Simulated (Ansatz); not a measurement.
```
Ni
1.0
     3.51940    0.00000    0.00000
     0.00000    3.51940    0.00000
     0.00000    0.00000    3.51940
Ni
4
Direct
  0.00000 0.00000 0.00000
  0.50000 0.50000 0.00000
  0.50000 0.00000 0.50000
  0.00000 0.50000 0.50000
```

Space group Fm-3m; computed pressure about −7 GPa in this cell; spin-polarised.

Method: DFT, r2SCAN, PAW, plane waves, scalar-relativistic (Ansatz).

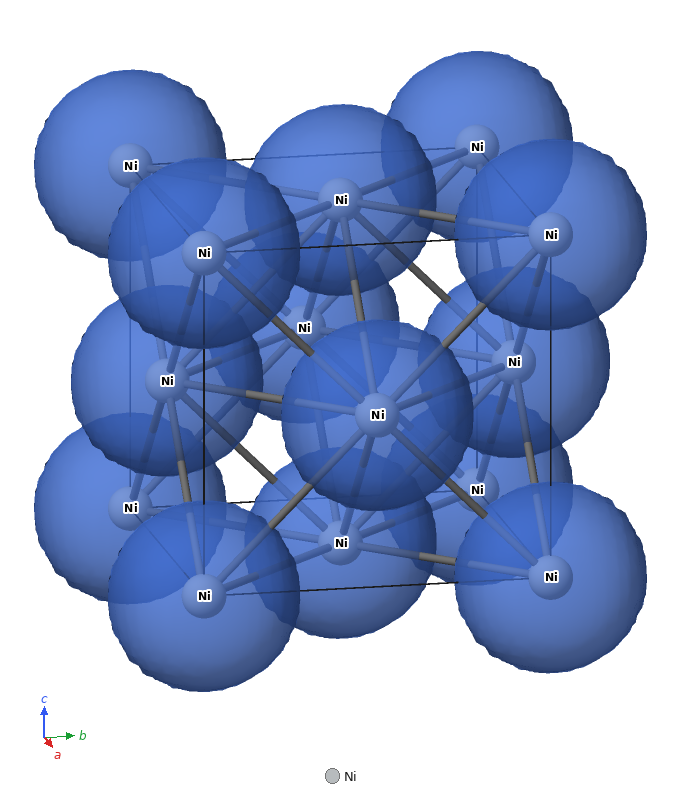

Ni. Isosurface of the valence pseudo-density at 0.5 e/Å³ (blue), seen slightly off an axis. Sticks mark near contacts.

The density is the valence pseudo-density of a PAW calculation; it isn't the true density close to the nuclei.

> Which contacts does the surface bridge?

At this value the density breaks into separate islands; it holds about 85 % of the electrons treated as valence (semicore included). It bridges none of the near contacts. It is pinched off along the shortest Ni–Ni (2.49 Å) contacts. On the grid the lowest density along these lines, outside the cores, is 0.32 e/Å³ (Ni–Ni, 2.49 Å).

> Does the calculation give a band gap?

It is metallic or semimetallic at this level of theory: no gap opens.
